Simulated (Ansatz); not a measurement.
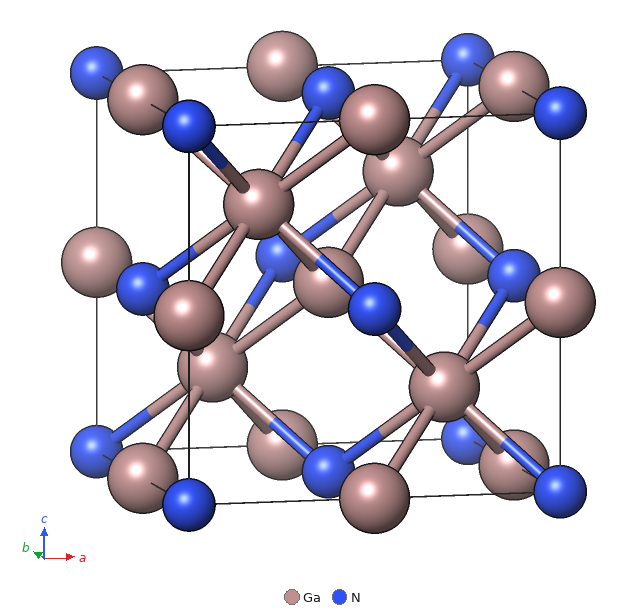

Shown here is a ball-and-stick view of the crystal, taken slightly off an axis. The lines enclose the conventional unit cell; boundary atoms appear with their images. Cell: a = 5.76 Å, b = 5.76 Å, c = 5.76 Å, α = 90.00°, β = 90.00°, γ = 90.00°.

The starting point was a random cell made by a generator, so it need not be a real form of the compound. Earlier steps of the study may have refined or changed the cell and positions. It was run through Ansatz as a DFT input.

Q: What can be read from this drawing?

A: Its composition is Ga2N. The structure has F-43m (No. 216) symmetry and a face-centred cubic lattice. Cell content 8 Ga, 4 N; Z = 4. Coordination numbers (contacts within bonding distance): Ga 4 to 8 (mean 6.0) and N 4.

Calculation details: Ansatz, DFT PBE, scalar-relativistic, plane waves, PAW; plane waves up to 420 eV, k-points about 0.13 Å⁻¹ apart, Gaussian smearing of 0.1 eV, no spin polarisation.

Q: Is the electronic structure metallic or gapped?

A: A metal: bands cross the Fermi level.

Q: How charged are the atoms, by the Bader scheme?

A: Ga +0.36 to +0.61 e; N -0.97 e.

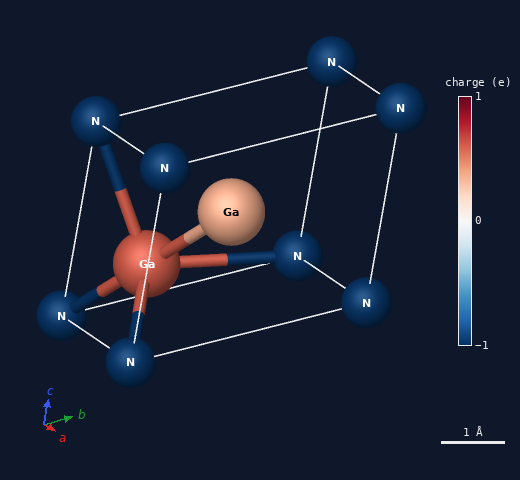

The atoms coloured by those charges. The run's cell of 3 atoms is drawn, so axes and origin can differ from the first picture.

Q: Can this geometry be taken as optimised?

A: Yes. All forces vanish to within 0.01 eV/Å. The pressure is 0.0 GPa, close to zero.
